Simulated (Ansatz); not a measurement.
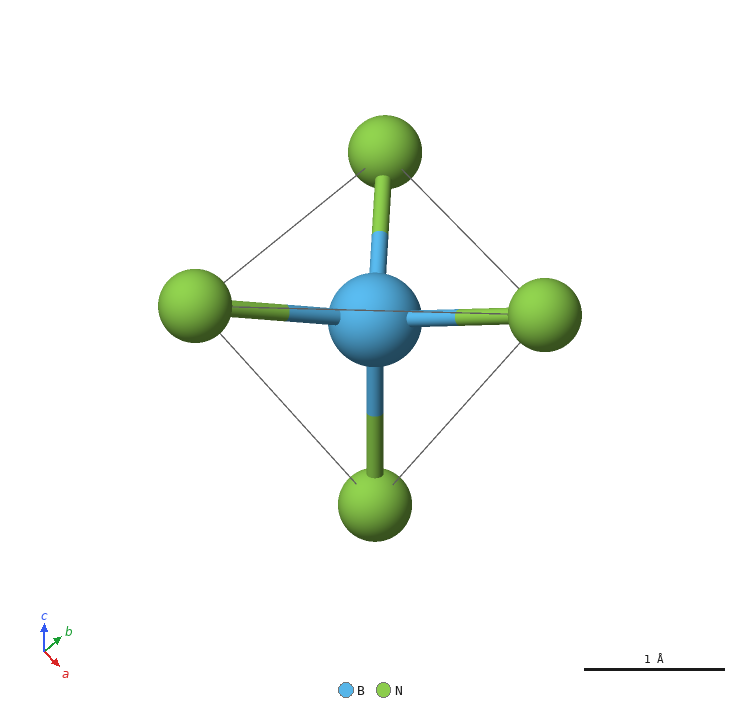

Coordination of B in BN (P6_3mc). Shape measures S are computed against regular polyhedra or, for capped shapes, the nearer of the equal-edge and equal-bond forms. Origin: the geometry relaxed at fixed volume with Ansatz, DFT PBE, scalar-relativistic, plane waves, PAW.

Q: What geometry does the central atom have?

A: BN4: an essentially ideal tetrahedron (coordination number 4, S = 0.00; next best see-saw, S = 9.7).

Q: Does the central atom sit at the centroid of its ligands?

A: Yes, to within 0.01 Å; the site symmetry is 3m.

Q: How long are the bonds?

A: 3 × B–N 1.54 Å and 1 × B–N 1.55 Å. The next neighbour, not counted, lies at 2.50 Å.
